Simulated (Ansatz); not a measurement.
System: AlNi.

The calculation's input:

```
crystal:
  lattice:
    - [2.0213280871, -2.0213497883, 0.0]
    - [2.0213280871, 2.0213497883, 0.0]
    - [0.0, 0.0, 2.8694088109]
  atoms:
    - { symbol: Al, position: [-3.756e-07, -0.0699641973, -0.0697007688] }
    - { symbol: Ni, position: [0.5, 0.5, 0.5] }
basis:
  ecutwfc: 420
kpoints:
  mp_grid: { grid: [20, 20, 20] }
hamiltonian:
  xc: pbesol
scf:
  occupations: { method: gaussian, width: 0.15 }
output:
  forces: true
  stress: true
  eigenvalues: true
  write_density: true
  write_potential: true
  elf: true
  volumetric_format: npy
```

Run with:

```sh
ansatz run input.yaml --threads 2 --pin off --max-ram 5120MiB --backend cpu --events-out ev --progress --plain --runs-dir out
```

Below, planes, directions and counts refer to the standardised cell (a = 2.86 Å, b = 4.05 Å, c = 4.05 Å, α = 90.22°, β = 90.00°, γ = 90.00°).

Space group Pm; a structure from a database of computed crystals, not necessarily the ambient phase; changed on purpose from its base cell (atom 1 (Al) moved by (-0.200, -0.200) A along [1 1 0] and z); not relaxed (largest force 2.0 eV/Å); computed pressure about 6 GPa in this cell; computed without spin polarisation.

These are results of DFT PBEsol, scalar-relativistic, plane waves, PAW in Ansatz 0.2.0, not measurements.

### What will maps of the valence pseudo-density and electron localisation function show?

Al–Ni (2.25 Å): ρ at the midpoint is about 0.44 e/Å³; the ELF is about 0.40 at the midpoint.

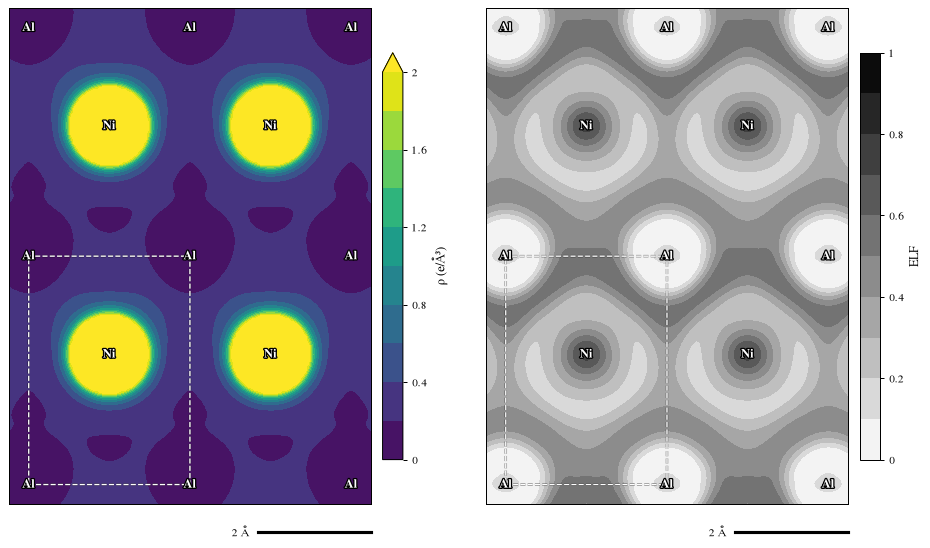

Computed valence pseudo-density and electron localisation function on the (010) plane of the standardised cell, in this order. 

The density is the valence pseudo-density of a PAW calculation; it isn't the true density close to the nuclei.
